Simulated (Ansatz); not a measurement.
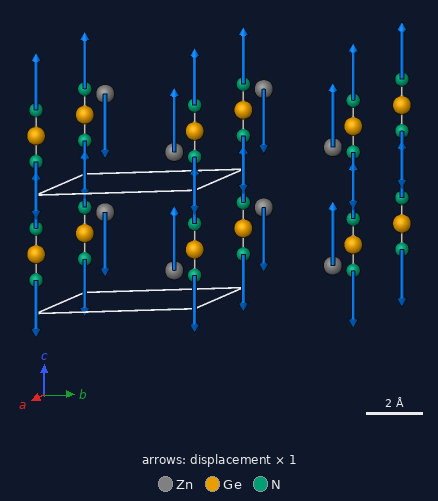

A relaxation of crystalline Zn2GeN2 (a generated structure, set up in P-3m1) (coarse preliminary run). The starting structure is drawn; blue arrows show the displacements (the part carried along by the change of the cell is left out), at their true length.

The picture is a ball-and-stick view of the cell of the calculation, repeated 1 × 2 × 2 with one cell outlined, seen slightly off an axis.

Computed with Ansatz 0.2.0, DFT PBE, scalar-relativistic, plane waves, PAW. Set-up: plane-wave cutoff 420 eV; k-point mesh 3 × 3 × 4; occupations gaussian; smearing width 0.1 eV; no spin polarisation; cell and atoms relaxed; force threshold 0.04 eV/Å; at most 70 steps.

What happened in the run?

After 61 accepted moves (70 points after the start) the energy has fallen by 104.591 eV per cell of the calculation. Largest force component: 230 eV/Å at the start, 0.027 eV/Å at the end. The pressure goes from 178.35 to 0.05 GPa. The line search rejected the trial steps at points 9, 33, 62 of the run. At 6 points the geometry stayed and the basis and grid were re-selected for the new cell (energy shift of 0.357 eV per cell of the calculation at most each time). The largest moves relative to the cell, 2.38 Å, are those of Zn atoms. By element the largest moves are Zn 2.38 Å, N 2.12 Å. Ge stays in place. The drawn cell changes as follows: a = b 5.835 → 4.566 Å (−21.8 %), c 4.293 → 9.491 Å (+121.1 %); the volume changes by +35.4 %. Among the contacts that change: N–N 1.876 → 8.388 Å, Ge–N 0.938 → 4.194 Å, N–N 2.417 → 1.102 Å, Ge–Zn 3.580 → 2.653 Å. New bonds form, among them: N–N (2.42 → 1.10 Å). Bonds break, among them: Ge–N (0.94 → 4.19 Å). The space group stays P-3m1 (No. 164).
